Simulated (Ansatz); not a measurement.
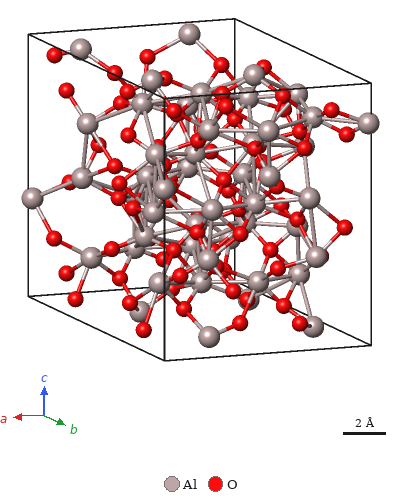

Starting frame of a dynamics run of an amorphous cell of composition Al₄₈O₇₂ (120 atoms in the cell). The picture is a ball-and-stick view of the simulation cell, seen from a free direction. Bonds to atoms that aren't drawn are left out.

All numbers below come from Ansatz 0.2.0, DFT, PBEsol, PAW, plane waves.

Run with plane-wave cutoff 420 eV; k-point mesh 1 × 1 × 1; Fermi-Dirac smearing 0.01 eV; Langevin thermostat (NVT); set temperature 6000 K, then 6000 K at the end of 300 steps, then to 300 K over 400 steps; time step 2.5 fs. The run takes 1.70 ps.

**Predict how the run goes.**

Under the programmed temperature the kinetic temperature goes from 5843 K (first eighth) to 1204 K (last eighth), with a peak of 6479 K. That is well off the final set point of 300 K. The potential energy in the second half lies on average 160 meV per atom below the first frame. Root-mean-square distances from the starting positions over the second half, with the common drift of all atoms taken out: O 3.21 Å, Al 2.62 Å. That is a large part of the typical shortest distance between atoms in the first frame, about 1.8 Å and still growing: the atoms leave their places as in a liquid.

Along the run:

| time (fs) | potential energy (meV/atom) | T (K) |
| --- | --- | --- |
| 0.0 | 0.0 | 5950 |
| 97.5 | 124.0 | 5737 |
| 197.5 | 157.2 | 5437 |
| 297.5 | 293.6 | 6139 |
| 397.5 | 366.6 | 5609 |
| 497.5 | 268.7 | 6367 |
| 597.5 | 366.3 | 6479 |
| 697.5 | 351.6 | 5996 |
| 797.5 | 246.6 | 6031 |
| 897.5 | 303.2 | 5301 |
| 997.5 | 125.9 | 4828 |
| 1097.5 | 94.1 | 4352 |
| 1197.5 | -121.8 | 3597 |
| 1297.5 | -174.9 | 3690 |
| 1397.5 | -253.6 | 2439 |
| 1497.5 | -369.5 | 2148 |
| 1597.5 | -463.4 | 1427 |
| 1697.5 | -579.2 | 980 |

The frame at 1.70 ps:

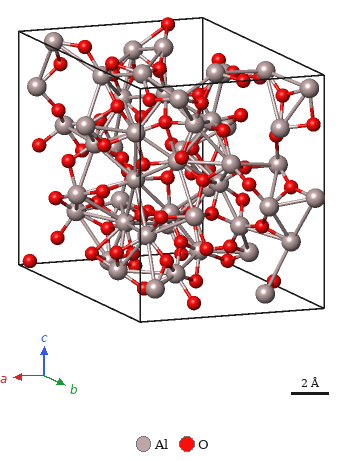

Limits of the set-up: the program's low-accuracy preset was used.
